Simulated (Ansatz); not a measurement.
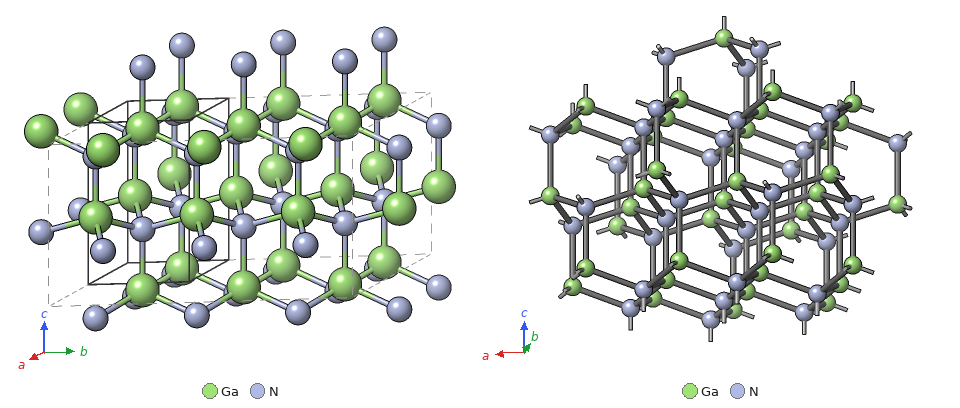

Left: the structure. Right: its underlying net. Nodes are coloured by element. Short stubs are edges that leave the cut-out.

GaN (space group P6_3mc, No. 186). Coordinates: the geometry relaxed with DFT PBEsol, scalar-relativistic, plane waves, PAW in Ansatz 0.2.0.

Bonds are taken as Ga–N below 2.2 Å. The graph is simplified in the usual way: terminal and isolated atoms are pruned, two-connected atoms become edges.

The result is a uninodal 4-connected, three-periodic net: Ga and N are 4-connected nodes. It is the lon net, known from lonsdaleite, wurtzite and tridymite. It is a single net, without interpenetration.

| node | links | point symbol | coordination sequence |
| --- | --- | --- | --- |
| Ga and N | 4 | 6^6 | 4 12 25 44 67 96 130 170 214 264 |
